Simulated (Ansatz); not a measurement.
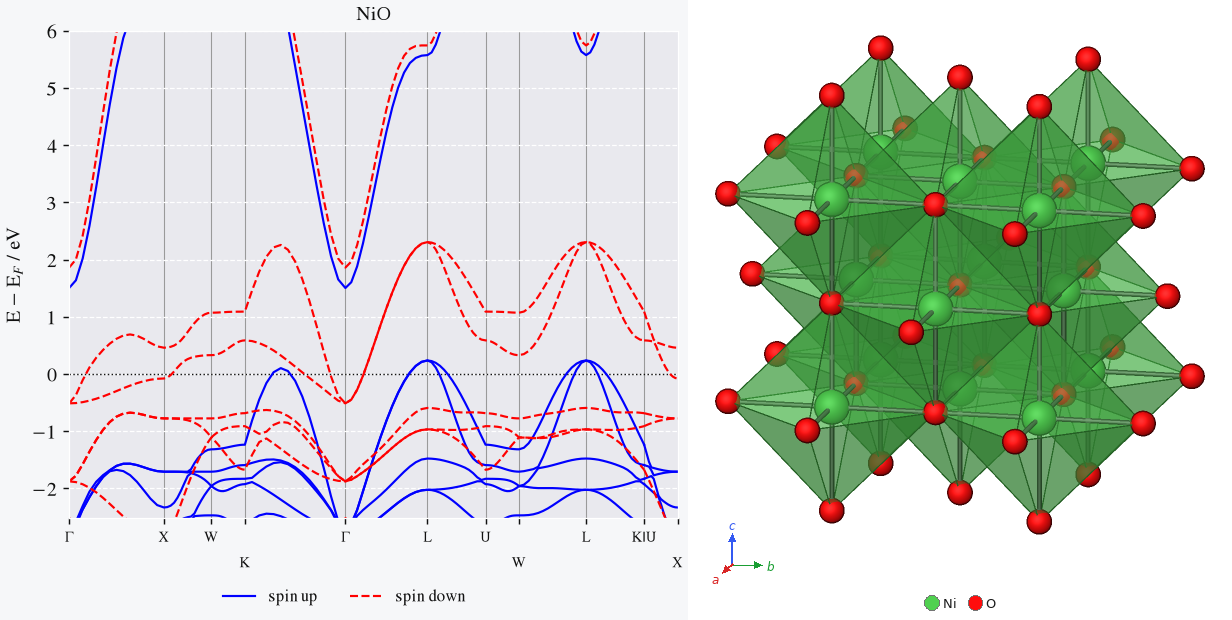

Band structure, beside the structure. Energies are counted from the Fermi level.

This input was run:

```yaml
crystal:
  lattice:
    - [0.0, 2.0859016414, 2.0859016414]
    - [2.0859016414, 0.0, 2.0859016414]
    - [2.0859016414, 2.0859016414, 0.0]
  atoms:
    - { symbol: Ni, position: [0.0, 0.0, 0.0], spin: 1.0 }
    - { symbol: O, position: [0.5, 0.5, 0.5] }
hamiltonian:
  xc: revpbe
  pseudopotentials: { kind: paw }
magnetization:
  spin_polarized: true
kpoints:
  mp_grid: { grid: [11, 11, 11] }
  band_path:
    path:
      - [[0.0, 0.0, 0.0], [0.5, 0.0, 0.5], [0.5, 0.25, 0.75], [0.375, 0.375, 0.75], [0.0, 0.0, 0.0], [0.5, 0.5, 0.5], [0.625, 0.25, 0.625], [0.5, 0.25, 0.75], [0.5, 0.5, 0.5], [0.375, 0.375, 0.75]]
      - [[0.625, 0.25, 0.625], [0.5, 0.0, 0.5]]
    npoints: 14
scf:
  occupations: { method: fermi_dirac, width: 0.05 }
  n_extra_bands: 6
output:
  forces: true
  stress: true
  eigenvalues: true
  fatbands: false
```

System: rocksalt NiO, space group Fm-3m (No. 225), 2 atoms in the primitive cell.

Method: revPBE, Ansatz PAW, collinear spin, ferromagnetic start, no spin-orbit coupling, 11×11×11 k mesh, 420 eV cutoff, Fermi-Dirac smearing of 0.05 eV (Ansatz 0.2.0).

Q: Is there a gap at the Fermi level?

A: A metal: 2 spin-up and 2 spin-down bands cross the Fermi level along this path.

Q: On which lines of the path do bands cross the Fermi level?

A: Bands cross the Fermi level on Γ–X, X–W, K–Γ, Γ–L, L–U, W–L, L–K and U–X, and not on W–K and U–W.

Q: Which levels at X lie nearest to the Fermi level?

A: At X the nearest levels lie 0.08 eV below and 0.46 eV above the Fermi level.

The run ends ferromagnetic, with 1.80 μB a cell. A cell with one magnetic atom can't hold antiferromagnetic order, which such compounds often take. Semilocal functionals often make such compounds metallic where correlation or magnetic order opens a gap, which also shifts bond lengths. The PAW data sets were made with another functional. The cell is at 11 GPa in this functional.
